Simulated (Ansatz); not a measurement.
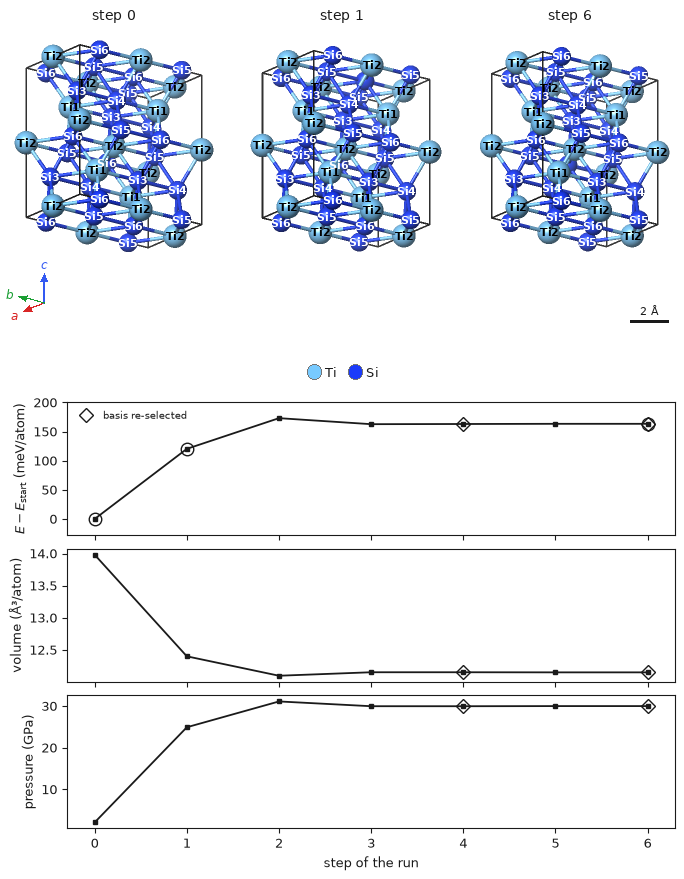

Frames of a relaxation of crystalline TiSi$_{2}$ (set up in Fddd), marked on the history of the run. The picture is a ball-and-stick view of the conventional cell (4 times the calculation's cell), seen from a free direction. Lengths and directions refer to the drawn axes.

The run lets cell and atoms move.

These are results of Ansatz 0.2.0, Kohn-Sham DFT of a periodic cell, PBE, Ansatz PAW, not measurements.

Input
```yaml
crystal:
  lattice:
    - [0.0, 4.1175163063, 4.2628978354]
    - [2.3895119538, 0.0, 4.2628978354]
    - [2.3895119538, 4.1175163063, 0.0]
  atoms:
    - { symbol: Ti, position: [0.75, 0.75, 0.75] }
    - { symbol: Ti, position: [0.5, 0.5, 0.5] }
    - { symbol: Si, position: [0.41256561, 0.08743439, 0.41256561] }
    - { symbol: Si, position: [0.08743439, 0.41256561, 0.08743439] }
    - { symbol: Si, position: [0.16256561, 0.83743439, 0.16256561] }
    - { symbol: Si, position: [0.83743439, 0.16256561, 0.83743439] }
hamiltonian:
  xc: pbe
  pseudopotentials: { kind: paw }
kpoints:
  mp_grid: { grid: [7, 7, 7] }
scf:
  occupations: { method: fermi_dirac, width: 0.05 }
output:
  forces: true
  stress: true
  eigenvalues: true
relax:
  f_tol: 0.01
  max_steps: 40
  cell: { stress_tol: 0.05, p_target: 30.0 }
```

Launched with:
```bash
ansatz run input.yaml --threads 2 --pin off --max-ram 5632MiB --backend cpu --events-out ev --progress --plain --runs-dir out
```

What happens along the run?

Over 4 accepted moves (6 points after the start) the energy rises by 163 meV per atom. With the target pressure of 30 GPa, the enthalpy E + pV changes by −179 meV per atom. The largest force component goes from 0.02 to 0.00087 eV/Å. The pressure goes from 2.07 to 30.00 GPa. At 2 points the geometry stayed and the basis and grid were re-selected for the new cell (energy shift of 0.3 meV per atom at most each time). The largest moves relative to the cell, 0.009 Å, are those of Si3, Si4, Si5 and Si6. Si6 goes along −b. Ti stays in place. Cell: a 4.779 → 4.557 Å (−4.6 %), b 8.235 → 7.774 Å (−5.6 %), c 8.526 → 8.231 Å (−3.5 %). Volume −13.1 %. Some distances before and after: Ti1–Si3 2.779 → 2.614 Å, Ti1–Ti2 3.195 → 3.051 Å, Si3–Si4 2.677 → 2.545 Å, Ti1–Si3 (another image) 2.739 → 2.610 Å. The space group stays Fddd (No. 70). From step 0 to 1: volume −11.3 %, energy +120 meV per atom. From step 1 to 6: volume −2.0 %, energy +43.0 meV per atom.

```json
{"step": "0", "E − E(0), meV/atom": "0.00", "largest force component, eV/Å": "0.0204", "pressure, GPa": "2.07", "volume, Å³/atom": "13.981", "note": ""}
{"step": "1", "E − E(0), meV/atom": "120.40", "largest force component, eV/Å": "0.0049", "pressure, GPa": "24.92", "volume, Å³/atom": "12.400", "note": ""}
{"step": "2", "E − E(0), meV/atom": "173.11", "largest force component, eV/Å": "0.0016", "pressure, GPa": "31.11", "volume, Å³/atom": "12.098", "note": ""}
{"step": "3", "E − E(0), meV/atom": "162.77", "largest force component, eV/Å": "0.0019", "pressure, GPa": "29.97", "volume, Å³/atom": "12.152", "note": ""}
{"step": "4", "E − E(0), meV/atom": "163.07", "largest force component, eV/Å": "0.0018", "pressure, GPa": "29.97", "volume, Å³/atom": "12.152", "note": "same geometry, new basis"}
{"step": "5", "E − E(0), meV/atom": "163.39", "largest force component, eV/Å": "0.0009", "pressure, GPa": "30.00", "volume, Å³/atom": "12.151", "note": ""}
{"step": "6", "E − E(0), meV/atom": "163.39", "largest force component, eV/Å": "0.0009", "pressure, GPa": "30.00", "volume, Å³/atom": "12.151", "note": "same geometry, new basis"}
```
